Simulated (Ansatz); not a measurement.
```
CELL_PARAMETERS angstrom
4.66206 0.00000 0.00000
0.00000 4.66206 0.00000
0.00000 0.00000 4.66206
ATOMIC_POSITIONS crystal
Sb 0.00000 0.00000 0.00000
Sb 0.50000 0.50000 0.00000
Sb 0.50000 0.00000 0.50000
Sb 0.00000 0.50000 0.50000
```

Space group Fm-3m; a structure from a database of computed crystals, not necessarily the ambient phase.

Computed with Ansatz 0.2.0, Kohn-Sham DFT of a periodic cell, PBEsol with D4, Ansatz PAW.

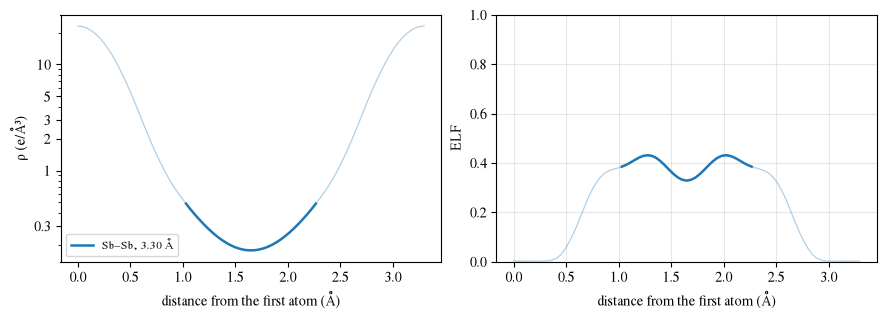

Sb. Valence pseudo-density and electron localisation function along straight lines between neighbouring atoms. Thin, pale parts lie inside the atomic spheres.

Core electrons are frozen (PAW), and the valence fields are smoothed inside the atomic spheres.

What can be read from the curves?

Sb–Sb (3.30 Å): ρ at the midpoint is about 0.18 e/Å³; the ELF is about 0.35 at the midpoint.
